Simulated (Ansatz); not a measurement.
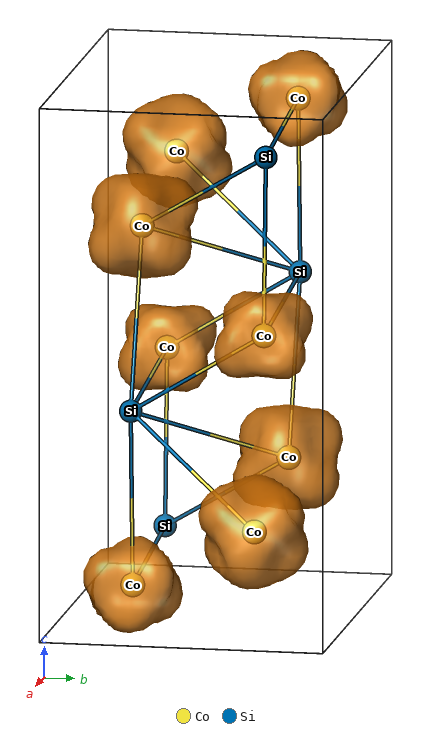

*Co2Si. Isosurface of the spin density at +0.06 e/Å³ (orange), seen slightly off an axis. Sticks mark near contacts.*

Space group Pnma; spin-polarised.

These are results of Ansatz 0.2.0, DFT PBE, scalar-relativistic, plane waves, PAW, not measurements.

In a PAW calculation such maps are meaningful between the atoms, not at the nuclei.

### Where is the spin, and how is it ordered?

The spin density sits on Co: +0.4 μB (×4) in one cell of 12 atoms, with smaller moments on other sites: Co (up to +0.25 μB): parallel main moments (a ferromagnetic arrangement) in this solution. The cell of the calculation (12 atoms) carries 2.4 μB of net spin moment.
